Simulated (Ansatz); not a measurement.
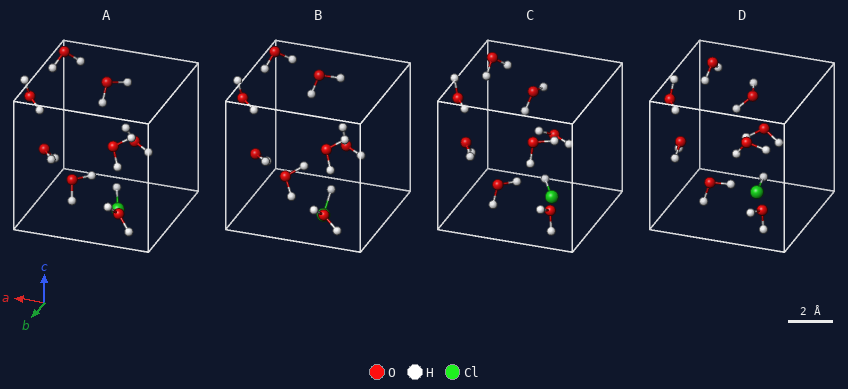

4 geometries from one relaxation of an amorphous cell of composition H17ClO8, in shuffled order. Style: ball-and-stick. Shown: the cell of the calculation, from a free direction.

The cell holds 8 H2O + 1 HCl. The run prepares the start of a later molecular dynamics calculation, from a guessed geometry.

Method: Ansatz, DFT PBE-D3(BJ), scalar-relativistic, plane waves, PAW. Set-up: plane-wave cutoff 420 eV; k-point mesh 1 × 1 × 1; occupations fermi dirac; smearing width 0.05 eV; no spin polarisation; atoms relaxed in a fixed cell; force threshold 0.3 eV/Å; at most 15 steps.

Q: Put them in the order of the run, from the start to the converged end.

A: D, C, A, B. They are steps 0, 4, 9, 14, at +190 meV per atom, +81.2 meV per atom, +17.2 meV per atom relative to the last. The energy falls by 190 meV per atom in 13 accepted moves (14 points after the start). Largest force component: 1.2 eV/Å at the start, 0.3 eV/Å at the end. 1 step only repeated the SCF at the same geometry. The largest moves, 1.35 Å, are those of H and O atoms. Largest moves by element: H 1.35 Å, O 1.34 Å, Cl 1.14 Å. The lattice vectors keep their values. Some distances before and after: H–O 0.969 → 1.000 Å, Cl–H 1.280 → 1.304 Å, H–O 0.969 → 0.974 Å. Bond angles that change, for instance: H–O–H 104.0° → 106.1°.

Limits of the set-up: the program's low-accuracy preset was used; the periodic images lie only 6.6 Å apart, so the values are limited by the cell's size.
